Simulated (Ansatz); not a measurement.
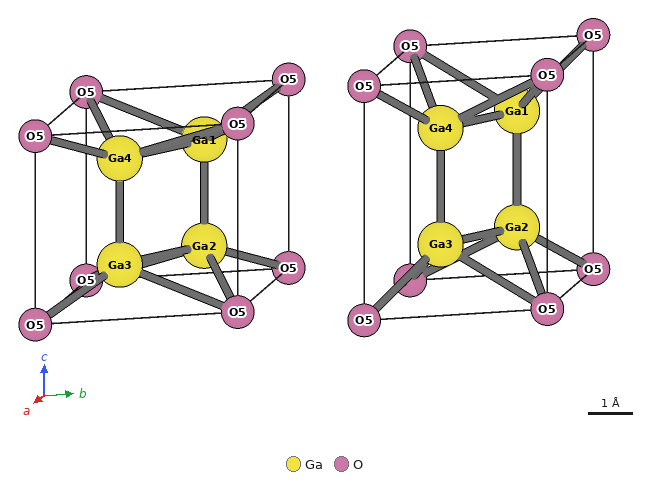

Two geometries of crystalline Ga₄O (a generated structure, set up in P6/mmm) (coarse preliminary run), drawn at one scale. One is the start of a relaxation, the other its converged end. Style: ball-and-stick. Shown: the cell of the calculation, slightly off an axis.

All numbers below come from DFT PBE, scalar-relativistic, plane waves, PAW in Ansatz 0.2.0. Set-up: plane-wave cutoff 420 eV; k-point mesh 6 × 6 × 4; occupations gaussian; smearing width 0.1 eV; no spin polarisation; cell and atoms relaxed; force threshold 0.04 eV/Å; at most 70 steps.

Question: Which of the two is the end point?

Answer: The right one is the relaxed one. The energy falls by 3.463 eV per cell of the calculation in 7 accepted moves (10 points after the start). The largest force component goes from 8 to 0.0082 eV/Å. The pressure goes from 15.10 to 0.10 GPa. The line search rejected the trial step at point 8 of the run. At 2 points the geometry stayed and the basis and grid were re-selected for the new cell (energy shift of 68.6 meV per cell of the calculation at most each time). The largest moves relative to the cell, 0.19 Å, are those of Ga1, Ga2, Ga3 and Ga4. Ga1 goes along −c. O stays in place. The drawn cell changes as follows: a = b 4.889 → 4.423 Å (−9.5 %), c 4.480 → 5.567 Å (+24.3 %); the volume changes by +1.7 %. Near-neighbour distances that change, for instance: Ga1–Ga2 1.956 → 2.804 Å, Ga1–Ga4 2.822 → 2.554 Å, Ga1–Ga2 (another image) 2.523 → 2.763 Å, Ga1–O5 2.987 → 2.913 Å. The space group stays P6/mmm (No. 191).

Limits of the set-up: layers or molecules are held without a dispersion correction, so their spacing is unreliable.
